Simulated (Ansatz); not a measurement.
**CaF2: single-point calculation (part 2 of 2)**

The same run, continued: CaF2 (slab, 36 atoms in the cell); DFT PBE, scalar-relativistic, plane waves, PAW, no spin polarisation (Ansatz 0.2.0); cutoff 420 eV, 2×2×1 k-mesh, Gaussian smearing of 0.05 eV. The structure derives from an entry of the Crystallography Open Database. It belongs to a series of runs on one base structure; here: the slab at its places in the relaxed adsorbed structure.

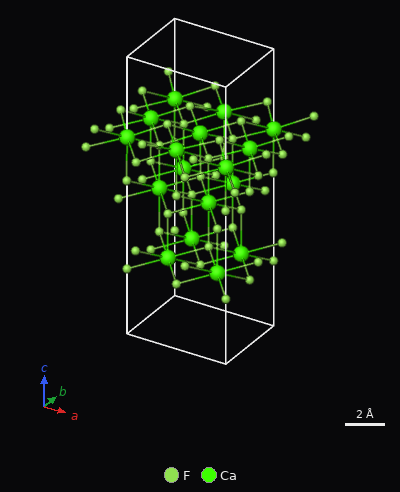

**Figure 1.** The structure (ball-and-stick view of the cell of the calculation, with the vacuum cut short, seen slightly off an axis; bonded neighbours outside the cell are drawn too). An atom can appear more than once, as a periodic image.

What the program printed, continued:
```
  k-point 0: bands = ["-40.8670", "-40.4787", "-40.4633", "-40.4633", "-40.4424", "-40.2567", "-40.2449", "-40.2390", "-40.2390", "-40.2329", "-40.2329", "-40.2107", "-24.2289", "-24.2289", "-24.1871", "-24.0575", "-24.0363", "-23.9879", "-23.9737", "-23.9737", "-23.9502", "-23.9502", "-23.8786", "-23.6928", "-23.6928", "-23.6018", "-23.5191", "-23.3724", "-23.1772", "-23.1692", "-23.1692", "-23.0551", "-23.0529", "-23.0529", "-22.9913", "-22.7898", "-21.8356", "-21.7004", "-21.7004", "-21.4976",
      "-21.4976", "-21.4704", "-21.4467", "-21.4409", "-21.4409", "-21.3963", "-21.3963", "-21.3026", "-21.2795", "-21.2696", "-21.2696", "-21.2534", "-21.2534", "-21.2364", "-21.2208", "-21.2208", "-21.1945", "-21.1945", "-21.1898", "-21.1898", "-21.1614", "-21.1041", "-20.8507", "-20.8354", "-20.8284", "-20.8284", "-20.7746", "-20.7746", "-20.7226", "-20.6627", "-20.6627", "-20.6081", "-6.4980", "-6.4918", "-6.4918", "-6.0050", "-6.0050", "-5.9526", "-5.9200", "-5.9145",
      "-5.9145", "-5.7459", "-5.7459", "-5.7166", "-5.6864", "-5.6819", "-5.6819", "-5.6354", "-5.6354", "-5.6352", "-5.6148", "-5.6148", "-5.5970", "-5.5899", "-5.5899", "-5.5277", "-5.4374", "-5.4374", "-5.4091", "-5.3740", "-5.3740", "-5.1852", "-5.0987", "-5.0976", "-5.0976", "-4.8716", "-4.8613", "-4.8613", "-4.7743", "-4.7680", "-4.7680", "-4.7279", "-4.6855", "-4.6819", "-4.6819", "-4.6655", "-4.6655", "-4.6020", "-4.6020", "-4.5809",
      "-4.5309", "-4.4938", "-4.4938", "-4.4666", "-4.3781", "-4.3635", "-4.3635", "-4.3311", "-4.2999", "-4.2999", "-4.2810", "-4.2810", "-4.2446", "-4.2446", "-4.2336", "-4.1685", "-4.1087", "-4.1087", "-4.0711", "-4.0711", "-4.0496", "-3.9571", "-3.9571", "-3.8672", "2.5757", "2.8272", "3.8516", "3.9984", "3.9984", "4.0432", "4.1828", "4.1828", "4.2346", "4.3204", "4.4920", "4.5469", "4.5792", "4.5792", "4.7603", "4.8043",
      "4.8043", "4.8721", "4.8721", "4.9106", "4.9544", "4.9544", "5.0549", "5.0549", "5.1050", "5.1050", "5.1749", "5.1797", "5.1875", "5.1875", "5.2733", "5.2733", "5.3677", "5.3748", "5.3748", "5.3904"]
  k-point 1: bands = ["-40.8670", "-40.4724", "-40.4687", "-40.4633", "-40.4434", "-40.2498", "-40.2464", "-40.2393", "-40.2390", "-40.2373", "-40.2329", "-40.2115", "-24.1422", "-24.1275", "-24.1167", "-24.0703", "-24.0477", "-24.0224", "-24.0123", "-23.9982", "-23.8546", "-23.8361", "-23.7855", "-23.7479", "-23.7364", "-23.7015", "-23.5346", "-23.5249", "-23.2800", "-23.2786", "-23.1521", "-23.1182", "-23.1145", "-23.1006", "-23.0114", "-22.8279", "-21.8289", "-21.6722", "-21.6208", "-21.5046",
      "-21.4914", "-21.4258", "-21.4175", "-21.4141", "-21.4034", "-21.3296", "-21.3141", "-21.3036", "-21.2549", "-21.2450", "-21.2430", "-21.2272", "-21.2027", "-21.1777", "-21.1546", "-21.1296", "-21.1196", "-21.0817", "-21.0553", "-21.0103", "-21.0039", "-20.9984", "-20.9782", "-20.9410", "-20.9369", "-20.9253", "-20.8690", "-20.8680", "-20.8411", "-20.8389", "-20.8033", "-20.7365", "-6.1942", "-6.1741", "-6.1301", "-6.1255", "-6.1075", "-6.0884", "-5.9548", "-5.9312",
      "-5.8908", "-5.8824", "-5.8743", "-5.8680", "-5.7914", "-5.7703", "-5.7176", "-5.7171", "-5.6796", "-5.6575", "-5.5973", "-5.5792", "-5.5622", "-5.5464", "-5.4933", "-5.4677", "-5.3638", "-5.3495", "-5.3476", "-5.3075", "-5.2065", "-5.1917", "-5.1907", "-5.1634", "-5.0735", "-5.0681", "-5.0497", "-5.0131", "-4.8450", "-4.8022", "-4.7713", "-4.7590", "-4.7496", "-4.7473", "-4.6888", "-4.6705", "-4.6672", "-4.6655", "-4.6476", "-4.6033",
      "-4.4125", "-4.3940", "-4.3786", "-4.3671", "-4.3490", "-4.3426", "-4.3314", "-4.3258", "-4.3182", "-4.3067", "-4.2855", "-4.2572", "-4.2253", "-4.2232", "-4.1849", "-4.1784", "-4.1360", "-4.1124", "-4.0889", "-4.0879", "-4.0602", "-4.0349", "-3.9787", "-3.8794", "3.4301", "3.4438", "3.5226", "3.7538", "4.1870", "4.2496", "4.2667", "4.3149", "4.3609", "4.3856", "4.4119", "4.4227", "4.4311", "4.4957", "4.5654", "4.5951",
      "4.7793", "4.8509", "4.8613", "4.8627", "4.8728", "4.9404", "4.9765", "5.0070", "5.0261", "5.0483", "5.1550", "5.1708", "5.2185", "5.2215", "5.3100", "5.3271", "5.3494", "5.3620", "5.3928", "5.4151"]
```

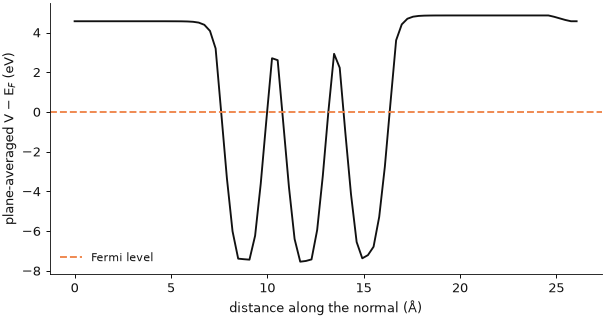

**Figure 2.** Plane average of the electrostatic potential energy of an electron across the cell, from the Fermi level. The vacuum level lies 4.86 eV above the Fermi level on the upper side and 4.57 eV on the lower.

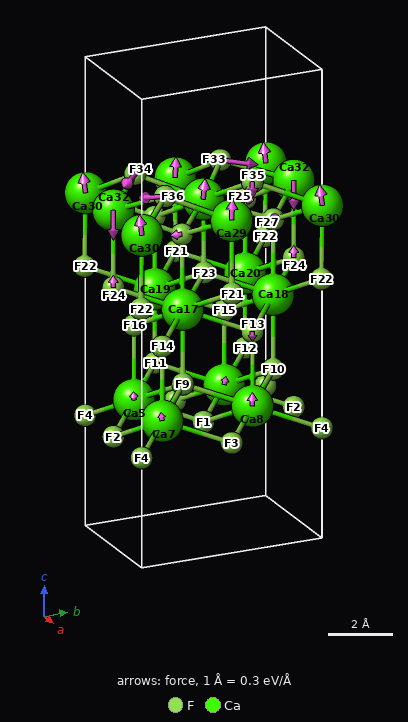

**Figure 3.** Forces on the atoms as pink arrows (ball-and-stick view of the cell of the calculation, with the vacuum cut short, seen slightly off an axis; atoms are numbered from 1 in the order of the input); the smallest are left out. The largest act on F33, F34, F36 (0.38 eV/Å); Ca32 (0.30 eV/Å); Ca29, Ca30, Ca31 (0.21 eV/Å); F35 (0.17 eV/Å), among others. The geometry is not a stationary point of this energy.

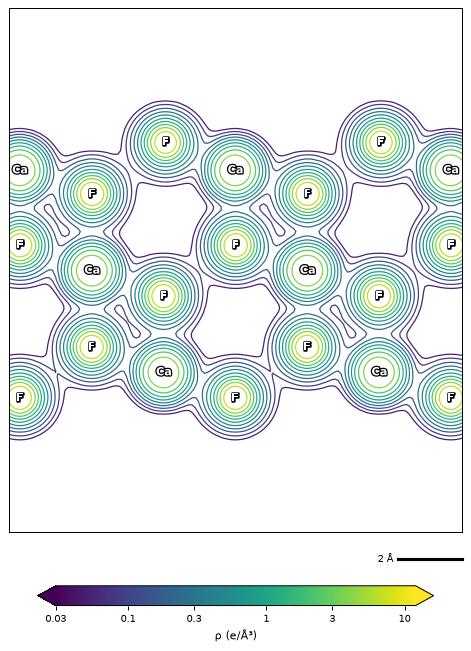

**Figure 4.** Valence charge density (pseudo) on the (110) plane of the calculation cell, a cut from vacuum to vacuum. The section cuts through F and Ca sites. Ca–F (2.39 Å): ρ is about 0.22 e/Å³ halfway. Ca–F (2.39 Å): the density is about 0.22 e/Å³ at the midpoint. The density dies away to nearly zero in the vacuum. Core electrons are frozen (PAW), so the fields are smoothed inside the atomic spheres.

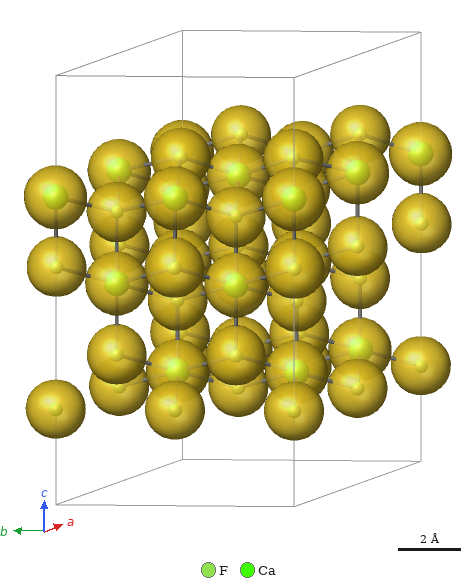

**Figure 5.** Isosurface of the valence electron density at 0.3 e/Å³ (yellow), seen at an oblique angle. Sticks mark near contacts. At this value the density breaks into separate islands; it holds about 85 % of the electrons treated as valence (semicore included). It is pinched off along the Ca–F (2.31 Å), Ca–F (2.36 Å), Ca–F (2.41 Å) and Ca–F (2.48 Å) contacts. On the grid the lowest density along these lines, outside the cores, is 0.25 e/Å³ (Ca–F, 2.31 Å), 0.22 e/Å³ (Ca–F, 2.36 Å), 0.2 e/Å³ (Ca–F, 2.41 Å) and 0.17 e/Å³ (Ca–F, 2.48 Å).

Results in brief:

- outcome: converged
- electrons treated: 288
- free energy: −41275.1874 eV
- work function, top face: 4.86 eV
- work function, bottom face: 4.57 eV
- Fermi energy: −0.646 eV
- gap on the k-point mesh: 6.44 eV
- work function (upper face): 4.86 eV
- largest force (length of the vector): 0.380 eV/Å
- wall time: 6.6 s (CPU time 24 s)
- peak memory: 2.5 GiB
